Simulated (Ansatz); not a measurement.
Ge

Input file:

```
crystal:
  lattice:
    - [-2.612066564, -2.8511133374, 0.0]
    - [2.612066564, -2.8511133374, 0.0]
    - [0.0, -2.8511133374, 9.8733758587]
  atoms:
    - { symbol: Ge, position: [-0.1940836583, -0.1940836583, 0.3881673166] }
    - { symbol: Ge, position: [0.0559163417, 0.0559163417, 0.8881673166] }
    - { symbol: Ge, position: [-0.4177663417, -0.4177663417, 0.8355326834] }
    - { symbol: Ge, position: [0.3322336583, 0.3322336583, 0.3355326834] }
    - { symbol: Ge, position: [0.1713367333, 0.1713367333, 0.11185] }
    - { symbol: Ge, position: [0.4213367333, 0.4213367333, 0.61185] }
    - { symbol: Ge, position: [0.7168132667, 0.7168132667, 0.11185] }
    - { symbol: Ge, position: [-0.0331867333, -0.0331867333, 0.61185] }
basis:
  ecutwfc: 420
kpoints:
  mp_grid: { grid: [12, 12, 5] }
hamiltonian:
  xc: pbesol
scf:
  occupations: { method: gaussian, width: 0.15 }
output:
  forces: true
  stress: true
  eigenvalues: true
  write_density: true
  write_potential: true
  elf: true
  volumetric_format: npy
```

Run with:

```sh
ansatz run input.yaml --threads 2 --pin off --max-ram 5120MiB --backend cpu --events-out ev --progress --plain --runs-dir out
```

Below, planes, directions and counts refer to the conventional cell (a = 5.22 Å, b = 5.70 Å, c = 19.75 Å, α = 90.00°, β = 90.00°, γ = 90.00°).

Space group Fmm2; a structure from a database of computed crystals, not necessarily the ambient phase; not relaxed (largest force 1.0 eV/Å).

These are results of Ansatz, DFT PBEsol, scalar-relativistic, plane waves, PAW, not measurements.

What will maps of the valence pseudo-density and electron localisation function show?

Ge–Ge (2.62 Å): the density is about 0.36 e/Å³ at the midpoint; the ELF peaks at about 0.65 between the atoms.

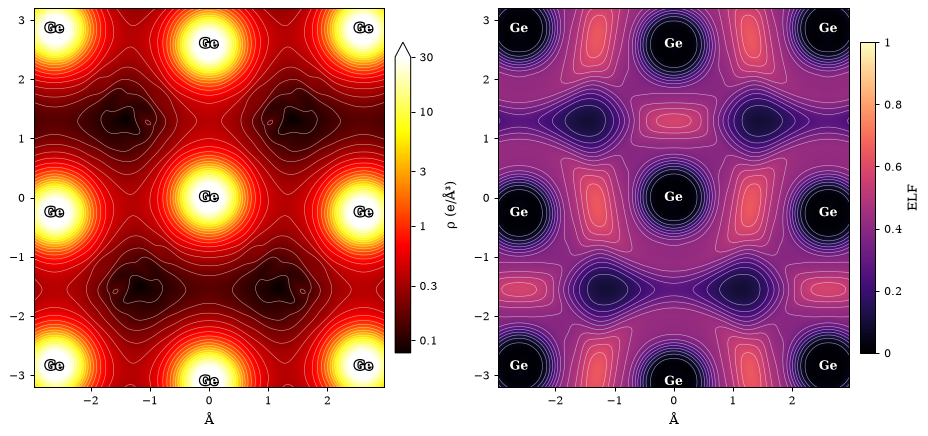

Computed valence pseudo-density and electron localisation function on the (001) plane of the conventional cell, in this order. 

The density is the valence pseudo-density of a PAW calculation; it isn't the true density close to the nuclei.
